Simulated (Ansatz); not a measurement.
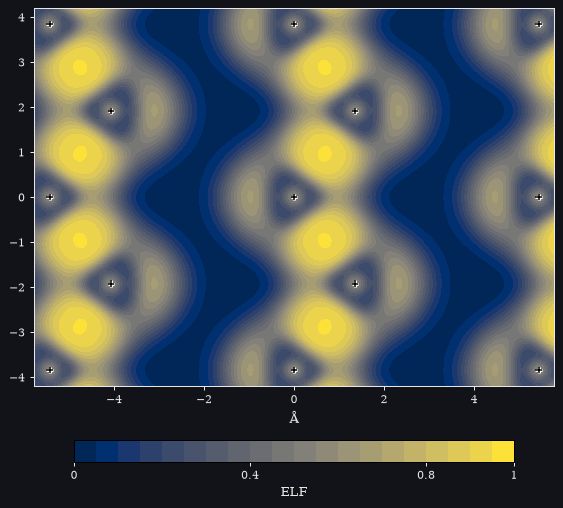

The ELF on a plane through atoms (crosses mark nuclei in the plane).

The calculation used DFT PBEsol, scalar-relativistic, plane waves, PAW (Ansatz).

Candidates:
A. FeSi31 (cell charge +1, with a compensating background) (cell with a defect), a = 9.41 Å, b = 9.41 Å, c = 9.41 Å, α = 109.47°, β = 109.47°, γ = 109.47°. The program warned that a starting moment wasn't kept; spin-polarised, but the moments vanished.
B. Si, a = 5.43 Å, b = 5.43 Å, c = 5.43 Å, α = 90.00°, β = 90.00°, γ = 90.00°. Space group Fd-3m; a structure from a database of computed crystals, not necessarily the ambient phase.
C. MnSi31 (cell charge +1, with a compensating background) (cell with a defect), a = 9.41 Å, b = 9.41 Å, c = 9.41 Å, α = 109.47°, β = 109.47°, γ = 109.47°. Spin-polarised.

### Which candidate gave the map?

Candidate B: Si on the (110) plane of the conventional cell, which holds Si. Si–Si (2.35 Å): the ELF peaks at about 0.95 between the atoms (a covalent bond).
